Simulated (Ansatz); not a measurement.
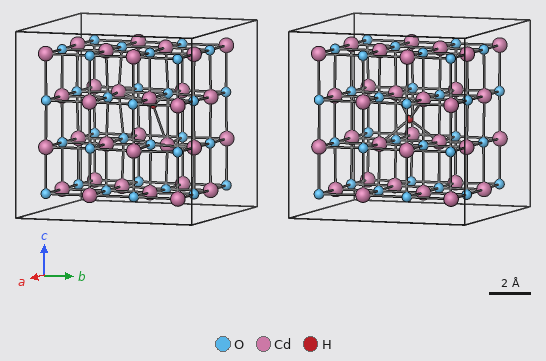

Two geometries of a defect cell of composition O32Cd32H (cell charge +1), drawn at one scale. One is the start of a relaxation, the other its converged end. A ball-and-stick model of the cell of the calculation (origin shifted), seen slightly off an axis.

These are results of DFT, PBEsol, PAW, plane waves (Ansatz 0.2.0), not measurements. Settings: plane-wave cutoff 420 eV; k-point mesh 1 × 1 × 1; mesh shifted by (0.25, 0.25, 0.25); no spin polarisation; atoms relaxed in a fixed cell; force threshold 0.03 eV/Å; at most 80 steps.

### Which of the two is the end point?

The left one is the relaxed one. The atoms of the start lie slightly off their symmetric places, so part of the fall in energy undoes that. After 10 geometry steps the energy has fallen by 2.668 eV per cell of the calculation. The largest force component goes from 0.9 to 0.017 eV/Å. The atom that moves furthest is the H atom (1.14 Å along [−1 1 1]). Largest moves by element: H 1.14 Å, Cd 0.23 Å, O 0.11 Å. The cell doesn't change. Among the contacts that change: Cd–H 2.036 → 3.173 Å, H–O 2.018 → 0.985 Å, Cd–O 2.334 → 2.615 Å, Cd–O 2.351 → 2.626 Å. New bonds form, among them: H–O (2.02 → 0.99 Å). Bonds break, among them: Cd–H (2.04 → 3.17 Å). Bond angles that change, for instance: Cd–O–Cd 89.4° → 103.6°, Cd–O–Cd 90.3° → 103.2°, Cd–O–Cd 91.5° → 102.7°.

Limits of the set-up: the cell is charged, on a uniform background, and energies carry no finite-size correction.
